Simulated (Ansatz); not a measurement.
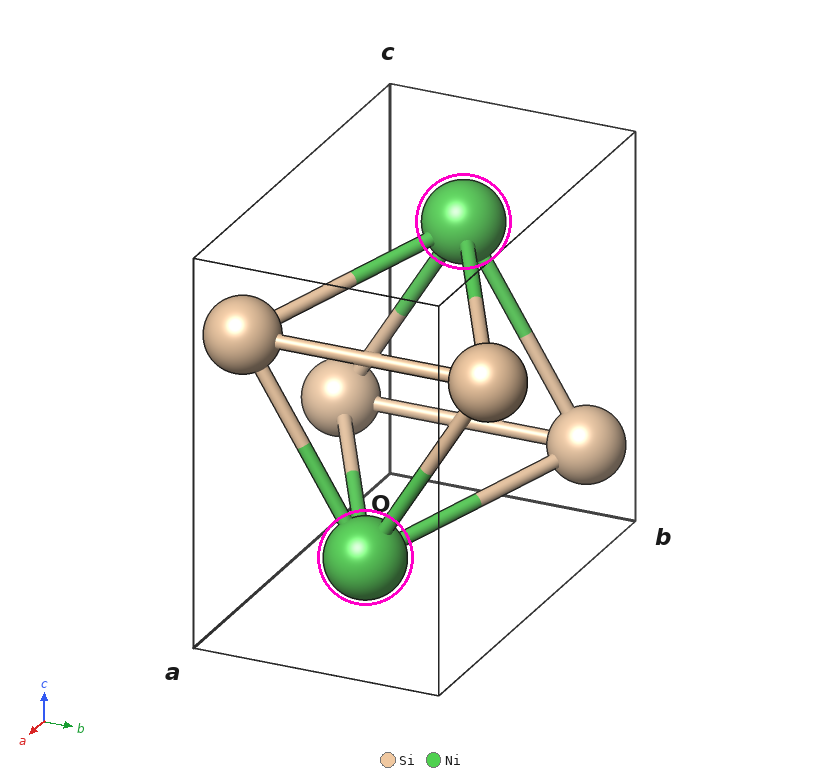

One unit cell; the ringed atoms, with their copies on corners, edges and faces, form one crystallographic orbit. Crystal: SiNi, coordinates from a relaxation with Ansatz, DFT PBE, scalar-relativistic, plane waves, PAW; the starting structure was generated, so it need not be a known form of this composition. All values are computed from the atomic coordinates in the standard setting (tolerance 0.002 Å).

a = 4.396 Å, b = 2.568 Å, c = 4.062 Å, α = 90.00°, β = 90.00°, γ = 90.00°; space group Pmma, No. 51.

### Which Wyckoff position do the ringed atoms fill?

Ni on 2f, site symmetry mm2: 8 operations a cell over 4 that keep the site give 2 atoms, with 1 free parameter.

### One of them lies at (3/4, 1/2, 0.181). List the coordinates of all.

(3/4, 1/2, 0.181); (1/4, 1/2, 0.819).
